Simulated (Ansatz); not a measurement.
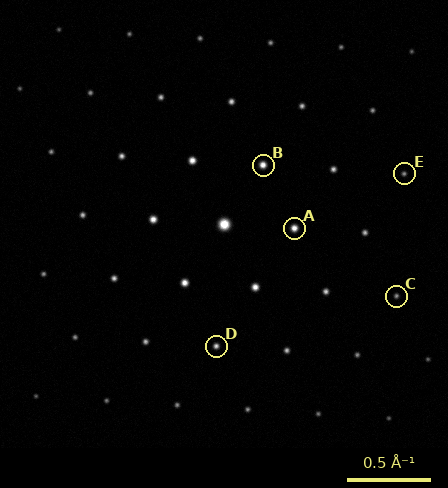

The pattern is a kinematic simulation for 200 kV electrons (no multiple scattering; isotropic B = 1 Å²). The zone axis points towards the electron source and the pattern is seen from the source side.

Crystal: Ta, space group Im-3m (No. 229), a = 3.319 Å. Structure: the end point of a relaxation with DFT PBE, scalar-relativistic, plane waves, PAW in Ansatz 0.2.0; the starting structure was generated, so it need not be a known form of this composition.

```json
{"atom": "Ta", "site": "2a", "symmetry": "m-3m", "x": "0.0000", "y": "0.0000", "z": "0.0000"}
```

Spot A is indexed -1 1 0 and spot B -1 0 1.

### What are the indices of the remaining marked spots?

C = 3A − B = -2 3 -1 (d = 0.887 Å). D = A − 2B = 1 1 -2 (d = 1.355 Å). E = 2A + B = -3 2 1 (d = 0.887 Å).

### Find the zone axis.

The cross product of A and B is parallel to [111]; every spot obeys hu + kv + lw = 0.
